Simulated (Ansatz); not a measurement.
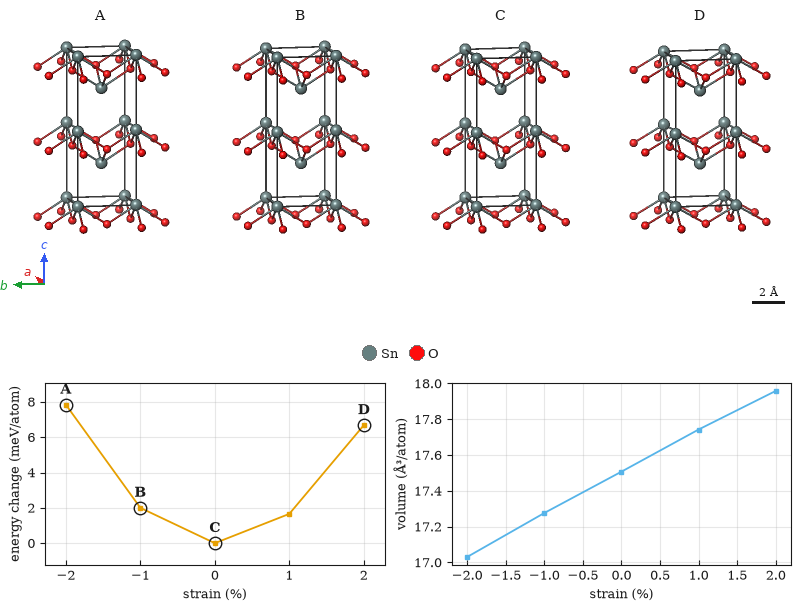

Members of a series of calculations on solid SnO (set up in Cmce), marked on the first curve. The picture is a ball-and-stick view of the cell of the calculation, seen from a free direction.

These are results of DFT PBE+D3(BJ), scalar-relativistic, plane waves, PAW (Ansatz 0.2.0), not measurements. (plane-wave cutoff 420 eV; k-point mesh 10 × 10 × 4; occupations gaussian; smearing width 0.1 eV; no spin polarisation)

> Describe the series.

Biaxial strain in the a–b plane, c and atoms relaxed. A (strain −2.0 %): energy change 7.8 meV/atom, volume 17.03 Å³ per atom. B (strain −1.0 %): energy change 2.0 meV/atom, volume 17.28 Å³ per atom. C (strain 0.0 %): energy change 0.0 meV/atom, volume 17.51 Å³ per atom. D (strain 2.0 %): energy change 6.7 meV/atom, volume 17.96 Å³ per atom. The rest compares A with D. Cell: a = b 3.759 → 3.913 Å (+4.1 %), c 9.640 → 9.384 Å (−2.7 %). Volume +5.5 %. Among the bonded contacts that change: O–Sn 2.222 → 2.260 Å.
